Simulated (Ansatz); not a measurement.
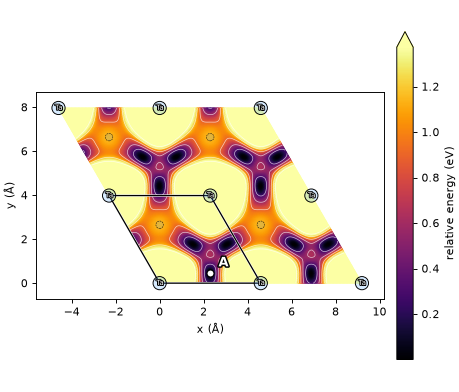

S on a Ta(111) slab cut from the Im-3m phase, its upper half relaxed before the scan (6 atoms of substrate and one adsorbate in a 1 × 1 cell). S is moved over the surface cell; relaxed at each place: the height of the adsorbate's atoms; substrate rigid; the origin of the map has the adsorbate above Ta6. Places are given modulo a cell vector. The map is drawn in real space over the plane of the surface. Grid: 9 × 9 points; 19 points were computed and 62 follow by symmetry. All energies are given in eV relative to the lowest grid point. With one adsorbate in each 1 × 1 cell, its nearest image is 4.6 Å away, so neighbouring adsorbates interact. Computed with DFT LDA, scalar-relativistic, plane waves, PAW in Ansatz 0.2.0. Settings: cutoff 420 eV, k-mesh 6×6×1, gaussian smearing 0.1 eV, no spin polarisation.

Drawn: a smooth colour map with a few white contour lines, labelled circles for the atoms of the top layer and small ones for the second layer, the outline of one cell of the 2 × 2 shown, one colour for all values above the top of the scale, the point A. Between grid points the surface is interpolated.

**What is the easiest way out of the well at A, and how high is the barrier?**

The easiest path leads from the well at (5/9, 1/9) of the cell vectors [nearest 3 Ta at 2.47 Å] to a well of about the same depth at (8/9, 4/9) of the cell vectors [nearest 3 Ta at 2.47 Å]. Its highest point lies about 0.55 eV above the bottom of the first well on the interpolated surface, at about (0.71, 0.29) of the cell vectors. This is the barrier on the constrained surface; relaxing the other coordinates would change it.

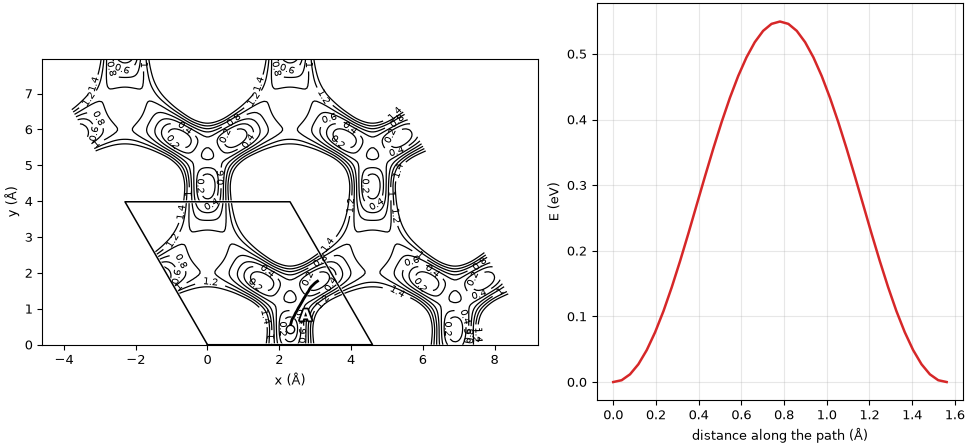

Drawn: contour lines labelled in eV (none above 1.4), a line along the lowest path, the outline of one cell of the 2 × 2 shown, the energy along the path at the right. Between grid points the surface is interpolated.

PAW datasets: the set soft_1.
